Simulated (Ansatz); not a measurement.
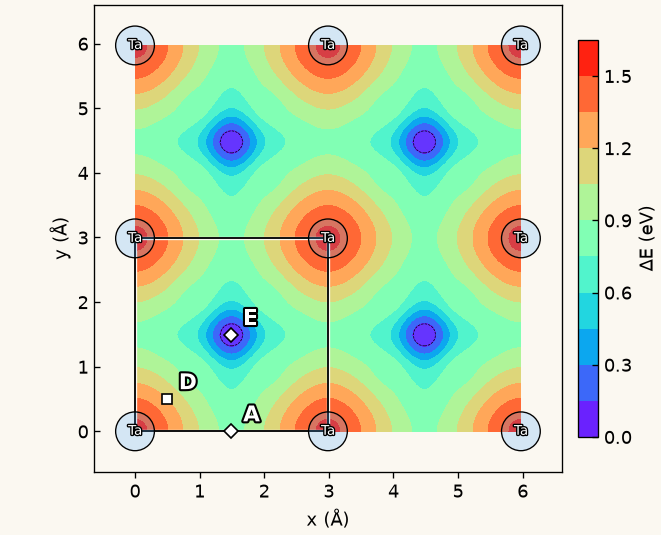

S on a Ta(100) slab cut from the Fm-3m phase, its upper half relaxed before the scan (3 atoms of substrate and one adsorbate in a 1 × 1 cell). S is moved over the surface cell; relaxed at each place: the height of the adsorbate's atoms; substrate rigid; the origin of the map has the adsorbate above Ta3. Places are given modulo a cell vector. The map is drawn in real space over the plane of the surface. The scan uses a 6 × 6 grid; 10 points were computed and 26 follow by symmetry. All energies are given in eV relative to the lowest grid point. With one adsorbate in each 1 × 1 cell, its nearest image is 3.0 Å away, so neighbouring adsorbates interact. All numbers below come from Ansatz, DFT PBE, scalar-relativistic, plane waves, PAW. Settings: cutoff 420 eV, k-mesh 9×9×1, gaussian smearing 0.1 eV, no spin polarisation.

Drawn: filled contours, labelled circles for the atoms of the top layer and small ones for the second layer, the outline of one cell of the 2 × 2 shown, lettered points. Between grid points the surface is interpolated.

**What kind of point is each of A, D, E: minimum, saddle, maximum or slope?**

A: saddle point; D: on a slope; E: minimum. (In these two coordinates alone; a stationary point may lie a little off the grid point.)

**Rank the lettered points by energy, lowest first.**

E (0.00 eV), A (0.86 eV), D (1.20 eV).

PAW datasets: the set soft_1.
